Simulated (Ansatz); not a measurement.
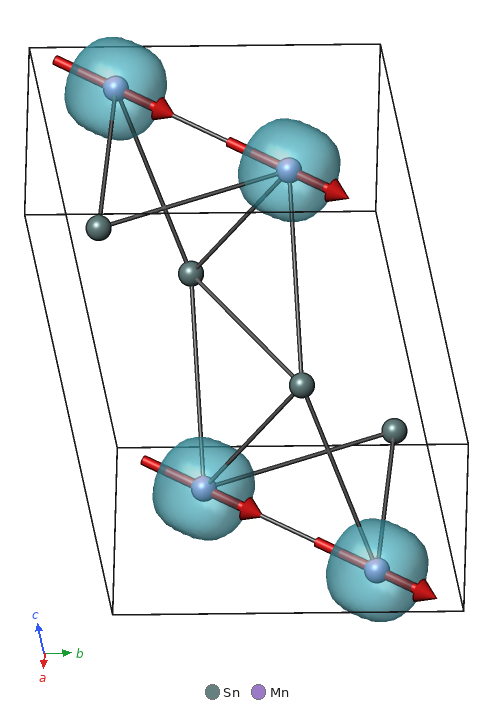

Figure 1: MnSn2. Isosurface of the size of the magnetisation density at 0.5 e/Å³ (cyan), with the spin moments of the magnetic sites as arrows; seen at an oblique angle.

Space group I4/mcm; computed pressure about −5 GPa in this cell.

All numbers below come from Kohn-Sham DFT of a periodic cell, PBEsol, spin-orbit coupling, Ansatz PAW (Ansatz 0.2.0).

In a PAW calculation such maps are meaningful between the atoms, not at the nuclei.

```
CELL_PARAMETERS angstrom
-3.32950 3.32950 2.72350
3.32950 -3.32950 2.72350
3.32950 3.32950 -2.72350
ATOMIC_POSITIONS crystal
Sn 0.83770 0.66230 0.50000
Sn 0.33770 0.83770 0.17540
Sn 0.16230 0.33770 0.50000
Sn 0.66230 0.16230 0.82460
Mn 0.75000 0.75000 0.00000
Mn 0.25000 0.25000 0.00000
```

Q: How are the spin moments arranged, and how large are they?

A: Spin moments: Mn 2.3 μB. All point the same way (ferromagnetic), along [1 1 0] of the cell.
